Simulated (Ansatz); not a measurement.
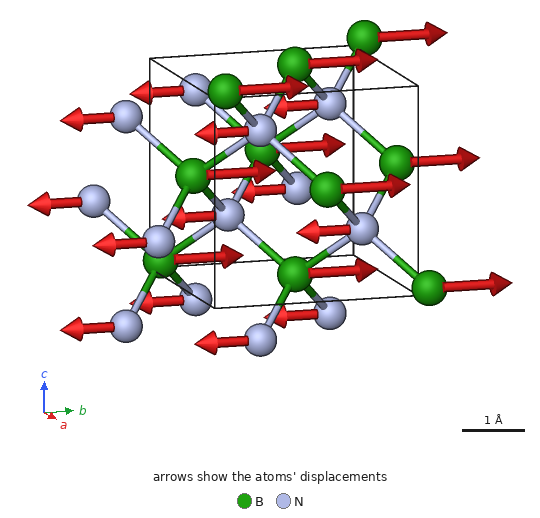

The lowest optical mode of a crystal of BN relaxed at 50 GPa, space group F-43m (No. 216), at the zone centre. The red arrows are the displacements of the atoms (eigenvector over the root of the mass), of arbitrary overall length and sign. Style: ball-and-stick. Shown: the conventional cell (4 times the calculation's cell), slightly off an axis. Lengths and directions refer to the drawn axes.

Method: DFT PBEsol, scalar-relativistic, plane waves, PAW (Ansatz 0.2.0). (plane-wave cutoff 420 eV; k-point mesh 12 × 12 × 12; occupations fixed; target pressure 50 GPa; no spin polarisation)

Frequencies are those without the non-analytic (LO–TO) term.

Question: Is this crystal at a minimum with respect to the drawn distortion?

Answer: Yes: this softest mode has a real frequency, and so have all others here. That speaks for this wave vector alone: the rest of the zone wasn't checked in this run. This is the T₂ mode (triply degenerate; one member of the set is drawn) at 35.7 THz, the only optical level, infrared- and Raman-active by symmetry. The B sublattice moves against the N sublattice, along b; the kinetic energy is shared as B 56 %, N 44 %. Its infrared intensity is 39 (D/Å)²/amu for the set. The value is the transverse one; the longitudinal partner lies at 1413 cm⁻¹.
